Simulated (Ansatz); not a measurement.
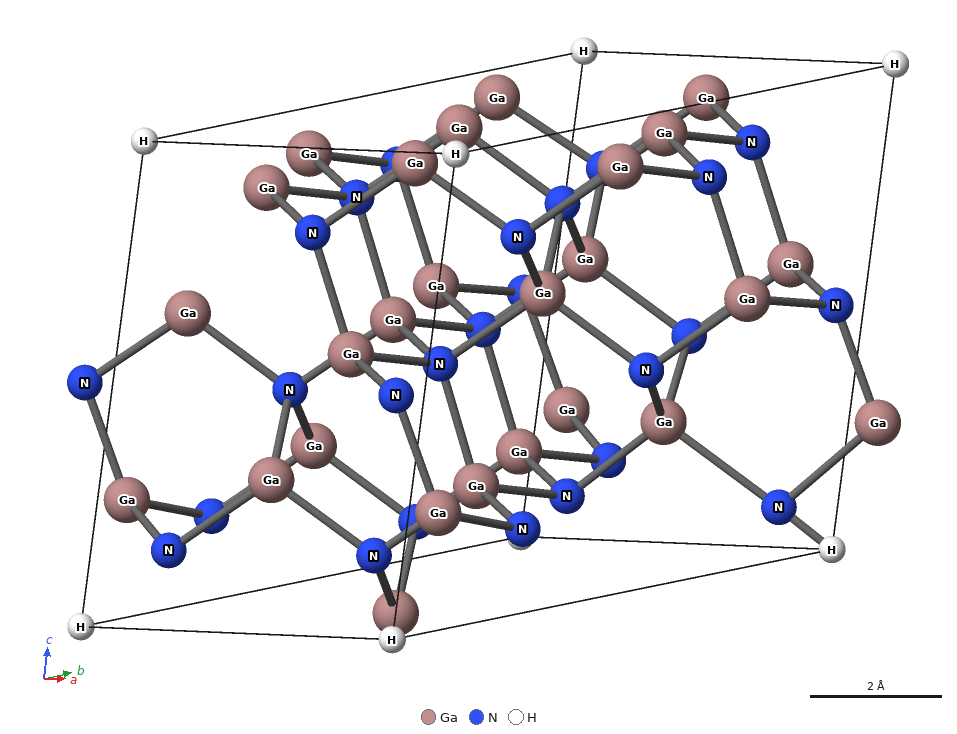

A ball-and-stick rendering, viewed from a general direction. One simulation cell is framed, with atoms on its boundary repeated. Cell: a = 7.653 Å, b = 7.653 Å, c = 7.653 Å, α = 78.22°, β = 78.22°, γ = 78.22°.

Give a description of the structure.

Its composition is Ga$_{18}$HN$_{18}$. Content of the cell: 18 Ga, 1 H, 18 N (Z = 1). Ga is linked to four N in a distorted tetrahedral arrangement at about 1.9 to 2.2 Å. Each H atom is coordinated by one N at about 1.0 Å. The bonds build a three-dimensional framework.

Its origin is a structure listed in the Materials Project, repeated into a supercell with a point defect put in. The atoms were relaxed in a fixed cell with DFT PBE, scalar-relativistic, plane waves, PAW (Ansatz 0.2.0).
